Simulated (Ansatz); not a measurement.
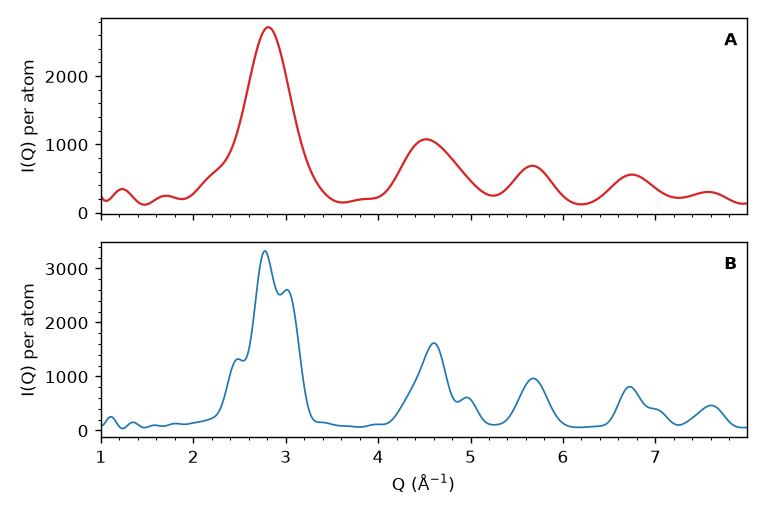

X-ray scattering of spheres cut from the crystal structure of Mo (Pm-3n, a = 5.059 Å, b = 5.059 Å, c = 5.059 Å, α = 90.00°, β = 90.00°, γ = 90.00°), calculated atom by atom with the Debye equation (B = 0.5 Å², no relaxation of the surface). Structure used: the end point of a relaxation with DFT, revPBE, plane waves (420 eV) with PAW, scalar-relativistic in Ansatz 0.2.0; the starting structure was generated, so it need not be a known form of this composition.

Q: The spheres are 14 and 28 Å across. Which curve is which?

A: curve A: 14 Å (99 atoms); curve B: 28 Å (697 atoms). Peak widths go roughly as 2π/D, so the largest sphere has the sharpest peaks.

Q: Index the main peaks of the largest sphere.

A: Q ≈ 2.78 Å⁻¹: 210; Q ≈ 4.60 Å⁻¹: 320 + 321; Q ≈ 5.68 Å⁻¹: 420 + 421; Q ≈ 6.72 Å⁻¹: 520/432 + 521; Q ≈ 7.60 Å⁻¹: 610 + 611/532.
